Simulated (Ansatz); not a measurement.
**Run report: Al3N, geometry relaxation (part 2 of 2)**

Continued. System: Al3N (P6₃/mcm, 8 atoms in the cell). Method: DFT PBE, scalar-relativistic, plane waves, PAW, no spin polarisation (Ansatz 0.2.0); cutoff 420 eV, 6×6×4 k-mesh, Gaussian smearing of 0.1 eV. The structure was made by swapping elements on the sites of another compound; it need not be a known phase. It belongs to a series of runs on one base structure; here: RuBr3 type (P6_3/mcm, No. 193).

Geometry of the input (Å; fractional positions):
```
5.1946  0.0000  0.0000
-2.5973  4.4987  0.0000
0.0000  0.0000  4.6928
Al 0.3115  0.3115  0.2500
Al 0.0000  0.3115  0.7500
Al 0.6885  0.0000  0.2500
Al 0.6885  0.6885  0.7500
Al 0.0000  0.6885  0.2500
Al 0.3115  0.0000  0.7500
N  0.0000  0.0000  0.0000
N  0.0000  0.0000  0.5000
```

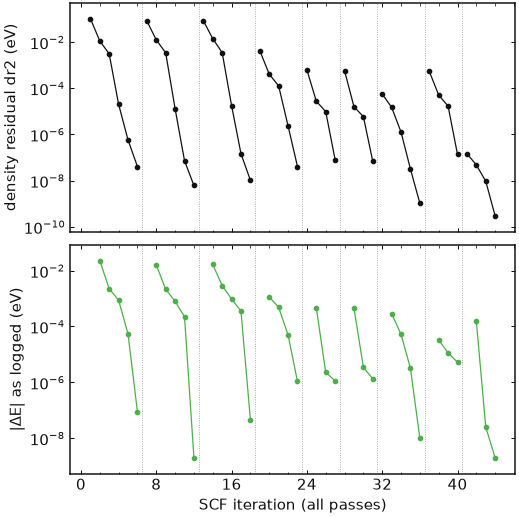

Figure 1. Convergence of the self-consistent field: density residual dr2 and size of the energy change against the SCF iteration. The dotted lines part the SCF passes of the relaxation: geometry steps, rejected trials and re-solves on a re-selected basis. The 9 passes take 4 to 6 iterations each, 44 in all.

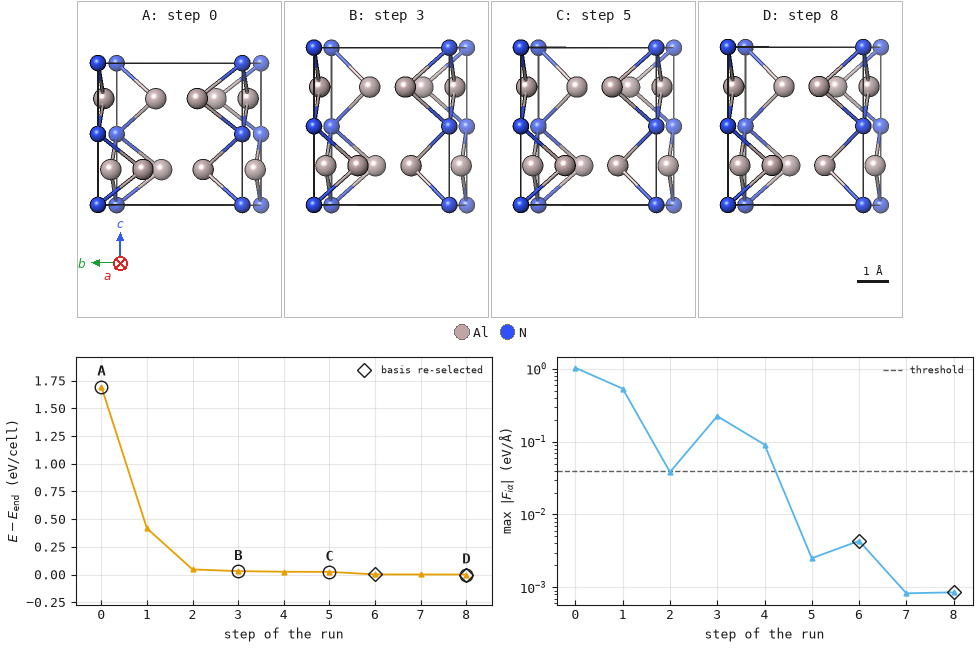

Figure 2. Frames of the relaxation (ball-and-stick view of the cell of the calculation, seen at an oblique angle) above the curves, on which the letters mark them (the first geometry is step 0 here and step 1 in the log).

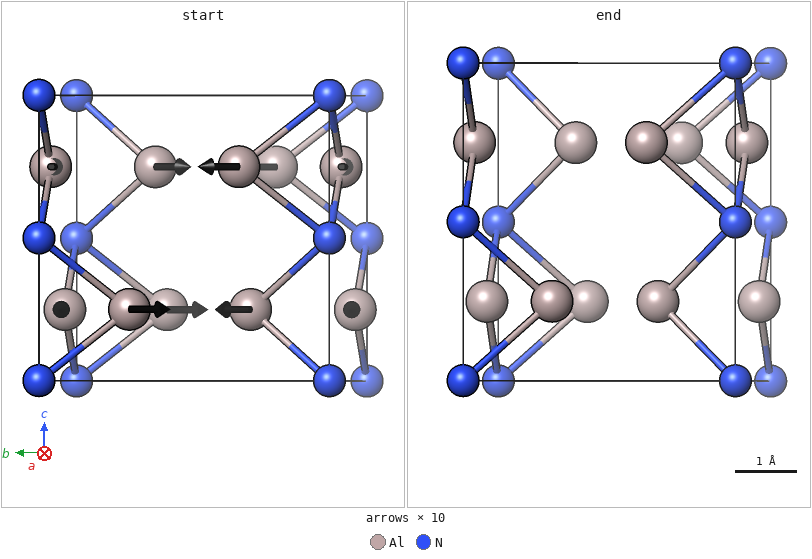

Figure 3. Before (left) and after (right) the relaxation, at one scale (ball-and-stick view of the cell of the calculation, seen at an oblique angle). The black arrows give the displacements (without the part carried along by the change of the cell), magnified 10 times. The largest moves relative to the cell, 0.074 Å, are those of Al1, Al2, Al3, Al4, Al5 and Al6. N stays in place. The volume changes by −2.2 %, with a = b 5.195 → 4.870 Å (−6.3 %), c 4.693 → 5.224 Å (+11.3 %). Among the contacts that change: Al1–N7 1.999 → 2.058 Å. Among the angles that change: N7–Al2–N8 71.9° → 78.8°, Al1–N7–Al2 91.0° → 96.0°, Al1–N7–Al3 89.0° → 84.0°. The space group stays P6_3/mcm (No. 193). The energy falls by 1.696 eV per cell of the calculation in 6 geometry steps. Largest force component: 1 eV/Å at the start, 0.00085 eV/Å at the end. Pressure: 3.65 GPa at the start and 0.01 GPa at the end. The basis was re-selected once at an unchanged geometry, which shifts the energy a little without any move. The energy change given includes the shifts at the re-selections in mid-walk, which come without any move. A last SCF at the same geometry on a re-selected plane-wave basis shifts the energy by −0.4 meV per cell of the calculation. (Atoms are counted from 1 in the order of the input.)

```
basis re-selected at this cell: Δ(F+E_penalty+E_count) = -3.558e-4 eV, ΔP = +0.006 GPa vs the last step (what re-selecting the basis moved, of the pressure what is left beyond the Pulay correction that the steps carried, after the strain that the cell walked since its last selection, with what the two solves' SCF thresholds leave and, on support functions, any second-order correction that the steps lacked; it is no measure of the basis error at this ecutwfc). This SCF's stress stands 4.08e-2 GPa from its target on what of the cell is left free (relax.cell.stress_tol is 4.00e-1 GPa) and its largest allowed force component is 8.54e-4 eV/Å (relax.f_tol is 4.00e-2 eV/Å): within both
SCF converged after 4 iterations
Free energy (F): -3994.377758 eV
Harris-Foulkes:  -3994.377758 eV  (|F-HF|=1.51e-10)
Internal energy: -3994.369352 eV  (E = F + TS)
E sigma→0 (E₀):  -3994.373555 eV
Entropy (-TS):   -0.008406 eV (-1.051 meV/atom)
Fermi energy:    8.909218 eV
--- Per-component energies (eV) ---
  E_band       = 66.185782
  E_kinetic    = 407.371417
  E_local      = -608.261894  (includes V_loc(G=0)·N_el)
  E_nonlocal   = 150.949611
  E_hartree    = 253.216630
  E_xc         = -361.737528
  E_vxc        = -330.932777  (∫ρ·V_xc dr)
  E_paw        = -3057.784234  (= ΣΔE_a)
  E_vpaw       = -59.373884  (= ΣTr[D̂ρ^β])
  E_aug_tail   = 0.000177  (compensation charges beyond the density's cutoff)
  E_ewald      = -778.123531
  E_smearing   = -0.008406  (= −TS)
  E_closure    = 0.000000  (closes the sum)
  Σ components = -3994.377758   (vs F -3994.377758, Δ=0.00e0)
--- Forces (eV/Å), atoms counted from 1 ---
  atom   1  Al     0.00042721     0.00073995    -0.00000000
  atom   2  Al    -0.00042721     0.00073995     0.00000000
  atom   3  Al    -0.00085442    -0.00000000    -0.00000000
  atom   4  Al    -0.00042721    -0.00073995     0.00000000
  atom   5  Al     0.00042721    -0.00073995    -0.00000000
  atom   6  Al     0.00085442     0.00000000     0.00000000
  atom   7  N      0.00000000    -0.00000000     0.00000000
  atom   8  N      0.00000000     0.00000000    -0.00000000
  max |Σ_I F_I| component: 1.16e-17 eV/Å
--- Stress (GPa, compression-positive) ---
       -0.004099       0.000000       0.000000
        0.000000      -0.004099       0.000000
        0.000000       0.000000       0.040773
  P = ⅓ Tr σ = 0.0109 GPa (0.109 kbar)
--- Band table (eV; the first three rows and the last of 21) ---
  k-point 0: bands = ["-8.6539", "-6.4160", "-0.5752", "0.6723", "1.5603", "1.5603", "3.7974", "3.7974", "5.7098", "6.0358", "6.0358", "6.2341", "6.4446", "6.6347", "10.4080", "10.7883", "10.7883", "11.0355", "11.0355", "11.2103", "11.2103", "12.9765"]
  k-point 1: bands = ["-8.4221", "-6.9031", "0.2774", "0.9342", "1.7987", "1.7987", "3.3249", "3.3249", "3.9219", "5.3934", "6.3967", "6.3967", "6.7543", "8.6813", "9.0021", "9.0021", "9.1388", "11.4986", "11.4986", "12.9078", "12.9078", "14.6469"]
  k-point 2: bands = ["-7.7715", "-7.7715", "1.4090", "1.4090", "2.4610", "2.4610", "2.4610", "2.4610", "3.4157", "3.4157", "7.4006", "7.4006", "7.4006", "7.4006", "7.6738", "7.6738", "11.8734", "11.8734", "12.7022", "12.7022", "12.7022", "12.7022"]
  k-point 20: bands = ["-7.6418", "-7.6418", "0.8259", "0.8259", "0.8259", "0.8259", "2.7991", "2.7991", "5.7327", "5.7327", "5.7327", "5.7327", "7.3924", "7.3924", "11.6727", "11.6727", "11.6727", "11.6727", "13.3061", "13.3061", "13.3061", "13.3061"]
--- Relaxed structure (7 steps of the walk, 7 accepted, 2 SCFs on fresh bases) ---
  F+E_penalty+E_count = -3994.37775771 eV   max|allowed force component| = 8.544e-4 eV/Å   (the final SCF, on the basis selected at the relaxed cell)
  cell:  # Å, volume = 107.2873 Å³
    - [4.869936958786732, 5.412634452638323e-11, 4.8643467693469696e-18]
    - [-2.434968479440241, 4.217489121110978, -2.4321733847203088e-18]
    - [4.3944377531011285e-18, -3.091938000812078e-33, 5.2236126961632205]
  atoms:
    - { symbol: Al, position: [0.32671547558042935, 0.32671547558042935, 0.24999999999999997] }
    - { symbol: Al, position: [-2.843234583723478e-17, 0.3267154755804293, 0.7499999999999999] }
    - { symbol: Al, position: [0.6732845244195705, -3.2373688811920527e-19, 0.24999999999999997] }
    - { symbol: Al, position: [0.6732845244195707, 0.6732845244195704, 0.7499999999999999] }
    - { symbol: Al, position: [-1.1124789253638428e-16, 0.6732845244195704, 0.24999999999999997] }
    - { symbol: Al, position: [0.32671547558042935, 4.1945131794145784e-19, 0.7499999999999999] }
    - { symbol: N, position: [1.5959424439445017e-19, 4.7857215070552847e-20, -4.916256473239393e-36] }
    - { symbol: N, position: [1.5959424439445014e-19, 4.785721507055269e-20, 0.49999999999999994] }
```

## Trajectory as extended XYZ (Å, eV, eV/Å), 9 frames, from step=1 to step=9
```
8
Lattice="5.1946 0.0000 0.0000 -2.5973 4.4987 0.0000 0.0000 0.0000 4.6928" Properties=species:S:1:pos:R:3:forces:R:3 step=1 energy=-3992.68097 pressure_GPa=3.65
Al    0.8091    1.4013    1.1732    0.5157   0.8932   0.0000
Al   -0.8091    1.4013    3.5196   -0.5157   0.8932   0.0000
Al    3.5765    0.0000    1.1732   -1.0314   0.0000   0.0000
Al    1.7882    3.0973    3.5196   -0.5157  -0.8932   0.0000
Al   -1.7882    3.0973    1.1732    0.5157  -0.8932   0.0000
Al    1.6181    0.0000    3.5196    1.0314   0.0000   0.0000
N     0.0000    0.0000    0.0000    0.0000   0.0000   0.0000
N     0.0000    0.0000    2.3464    0.0000   0.0000   0.0000
8
Lattice="5.0071 0.0000 0.0000 -2.5036 4.3363 0.0000 0.0000 0.0000 4.9214" Properties=species:S:1:pos:R:3:forces:R:3 step=2 energy=-3993.96123 pressure_GPa=2.46
Al    0.8009    1.3872    1.2304    0.2664   0.4615   0.0000
Al   -0.8009    1.3872    3.6911   -0.2664   0.4615   0.0000
Al    3.4053    0.0000    1.2304   -0.5329   0.0000   0.0000
Al    1.7027    2.9491    3.6911   -0.2664  -0.4615   0.0000
Al   -1.7027    2.9491    1.2304    0.2664  -0.4615   0.0000
Al    1.6018    0.0000    3.6911    0.5329   0.0000   0.0000
N     0.0000    0.0000    0.0000    0.0000   0.0000   0.0000
N     0.0000    0.0000    2.4607    0.0000   0.0000   0.0000
8
Lattice="4.8362 0.0000 0.0000 -2.4181 4.1883 0.0000 0.0000 0.0000 5.1527" Properties=species:S:1:pos:R:3:forces:R:3 step=3 energy=-3994.33181 pressure_GPa=3.08
Al    0.7913    1.3706    1.2882    0.0191   0.0331   0.0000
Al   -0.7913    1.3706    3.8645   -0.0191   0.0331   0.0000
Al    3.2536    0.0000    1.2882   -0.0382   0.0000   0.0000
Al    1.6268    2.8177    3.8645   -0.0191  -0.0331   0.0000
Al   -1.6268    2.8177    1.2882    0.0191  -0.0331   0.0000
Al    1.5826    0.0000    3.8645    0.0382   0.0000   0.0000
N     0.0000    0.0000    0.0000    0.0000   0.0000   0.0000
N     0.0000    0.0000    2.5764    0.0000   0.0000   0.0000
8
Lattice="4.8697 0.0000 0.0000 -2.4349 4.2173 0.0000 0.0000 0.0000 5.2033" Properties=species:S:1:pos:R:3:forces:R:3 step=4 energy=-3994.34728 pressure_GPa=0.61
Al    0.7906    1.3693    1.3008    0.1117   0.1935   0.0000
Al   -0.7906    1.3693    3.9025   -0.1117   0.1935   0.0000
Al    3.2886    0.0000    1.3008   -0.2235   0.0000   0.0000
Al    1.6443    2.8480    3.9025   -0.1117  -0.1935   0.0000
Al   -1.6443    2.8480    1.3008    0.1117  -0.1935   0.0000
Al    1.5811    0.0000    3.9025    0.2235   0.0000   0.0000
N     0.0000    0.0000    0.0000    0.0000   0.0000   0.0000
N     0.0000    0.0000    2.6016    0.0000   0.0000   0.0000
8
Lattice="4.8682 0.0000 0.0000 -2.4341 4.2160 0.0000 0.0000 0.0000 5.2040" Properties=species:S:1:pos:R:3:forces:R:3 step=5 energy=-3994.35288 pressure_GPa=0.44
Al    0.7934    1.3742    1.3010    0.0455   0.0788   0.0000
Al   -0.7934    1.3742    3.9030   -0.0455   0.0788   0.0000
Al    3.2814    0.0000    1.3010   -0.0909   0.0000   0.0000
Al    1.6407    2.8418    3.9030   -0.0455  -0.0788   0.0000
Al   -1.6407    2.8418    1.3010    0.0455  -0.0788   0.0000
Al    1.5867    0.0000    3.9030    0.0909   0.0000   0.0000
N     0.0000    0.0000    0.0000    0.0000   0.0000   0.0000
N     0.0000    0.0000    2.6020    0.0000   0.0000   0.0000
8
Lattice="4.8720 0.0000 0.0000 -2.4360 4.2192 0.0000 0.0000 0.0000 5.2071" Properties=species:S:1:pos:R:3:forces:R:3 step=6 energy=-3994.35394 pressure_GPa=0.05
Al    0.7958    1.3784    1.3018    0.0013   0.0022   0.0000
Al   -0.7958    1.3784    3.9053   -0.0013   0.0022   0.0000
Al    3.2804    0.0000    1.3018   -0.0025   0.0000   0.0000
Al    1.6402    2.8409    3.9053   -0.0013  -0.0022   0.0000
Al   -1.6402    2.8409    1.3018    0.0013  -0.0022   0.0000
Al    1.5916    0.0000    3.9053    0.0025   0.0000   0.0000
N     0.0000    0.0000    0.0000    0.0000   0.0000   0.0000
N     0.0000    0.0000    2.6035    0.0000   0.0000   0.0000
8
Lattice="4.8720 0.0000 0.0000 -2.4360 4.2192 0.0000 0.0000 0.0000 5.2071" Properties=species:S:1:pos:R:3:forces:R:3 step=7 energy=-3994.37686 pressure_GPa=0.27
Al    0.7958    1.3784    1.3018    0.0022   0.0038   0.0000
Al   -0.7958    1.3784    3.9053   -0.0022   0.0038   0.0000
Al    3.2804    0.0000    1.3018   -0.0043   0.0000   0.0000
Al    1.6402    2.8409    3.9053   -0.0022  -0.0038   0.0000
Al   -1.6402    2.8409    1.3018    0.0022  -0.0038   0.0000
Al    1.5916    0.0000    3.9053    0.0043   0.0000   0.0000
N     0.0000    0.0000    0.0000    0.0000   0.0000   0.0000
N     0.0000    0.0000    2.6035    0.0000   0.0000   0.0000
8
Lattice="4.8699 0.0000 0.0000 -2.4350 4.2175 0.0000 0.0000 0.0000 5.2236" Properties=species:S:1:pos:R:3:forces:R:3 step=8 energy=-3994.37740 pressure_GPa=0.01
Al    0.7955    1.3779    1.3059    0.0004   0.0007   0.0000
Al   -0.7955    1.3779    3.9177   -0.0004   0.0007   0.0000
Al    3.2789    0.0000    1.3059   -0.0008   0.0000   0.0000
Al    1.6394    2.8396    3.9177   -0.0004  -0.0007   0.0000
Al   -1.6394    2.8396    1.3059    0.0004  -0.0007   0.0000
Al    1.5911    0.0000    3.9177    0.0008   0.0000   0.0000
N     0.0000    0.0000    0.0000    0.0000   0.0000   0.0000
N     0.0000    0.0000    2.6118    0.0000   0.0000   0.0000
8
Lattice="4.8699 0.0000 0.0000 -2.4350 4.2175 0.0000 0.0000 0.0000 5.2236" Properties=species:S:1:pos:R:3:forces:R:3 step=9 energy=-3994.37776 pressure_GPa=0.01
Al    0.7955    1.3779    1.3059    0.0004   0.0007   0.0000
Al   -0.7955    1.3779    3.9177   -0.0004   0.0007   0.0000
Al    3.2789    0.0000    1.3059   -0.0009   0.0000   0.0000
Al    1.6394    2.8396    3.9177   -0.0004  -0.0007   0.0000
Al   -1.6394    2.8396    1.3059    0.0004  -0.0007   0.0000
Al    1.5911    0.0000    3.9177    0.0009   0.0000   0.0000
N     0.0000    0.0000    0.0000    0.0000   0.0000   0.0000
N     0.0000    0.0000    2.6118    0.0000   0.0000   0.0000
```

## Key numbers

| quantity | value |
| --- | --- |
| outcome | converged |
| space group (tolerance 0.01 Å) | P6₃/mcm (193) |
| electrons treated | 28 |
| free energy | −3994.3778 eV |
| Fermi energy | 8.909 eV |
| gap on the k-point mesh | none (metallic) |
| pressure | 0.01 GPa |
| final volume | 107.29 Å³ |
| largest force (length of the vector) at the end | 0.001 eV/Å |
| final cell | a = 4.870 Å, b = 4.870 Å, c = 5.224 Å, α = 90.00°, β = 90.00°, γ = 120.00° |
| hardware | 1 thread of Intel Xeon (Granite Rapids), 192 GiB of memory available, shared host |
| wall time | 14 s |
| peak memory | 0.4 GiB |
